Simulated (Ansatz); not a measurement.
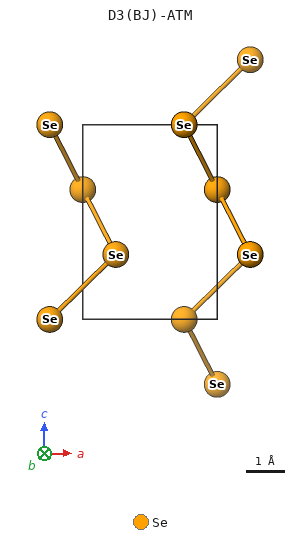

Solid Se (set up in P3_121), relaxed (cell and atoms) with several dispersion corrections. The picture shows the result with D3(BJ)-ATM. A ball-and-stick model of the cell of the calculation, seen along the b axis.

Computed with Ansatz 0.2.0: PBE, Ansatz PAW. (plane-wave cutoff 420 eV; k-point mesh 7 × 7 × 6; occupations fermi-dirac; smearing width 0.05 eV; no spin polarisation; cell and atoms relaxed; force threshold 0.01 eV/Å)

```json
{"dispersion correction": "D3(BJ)-ATM", "volume (Å³/atom)": "24.743", "a (Å)": "4.088", "c (Å)": "5.129"}
{"dispersion correction": "none", "volume (Å³/atom)": "?", "a (Å)": "?", "c (Å)": "?"}
{"dispersion correction": "D3(BJ)", "volume (Å³/atom)": "24.455", "a (Å)": "4.063", "c (Å)": "5.132"}
{"dispersion correction": "D4", "volume (Å³/atom)": "24.395", "a (Å)": "4.057", "c (Å)": "5.134"}
```

**Fill in the missing row.**

With none the volume is the largest of the series, above D3(BJ)-ATM (24.743). The calculation gives 29.772 Å³/atom (a = 4.521 Å, c = 5.045 Å). In order of volume: D4 < D3(BJ) < D3(BJ)-ATM < none; the spread is 22.0 %.

Each member starts from this one structure; whether another phase lies lower wasn't checked.
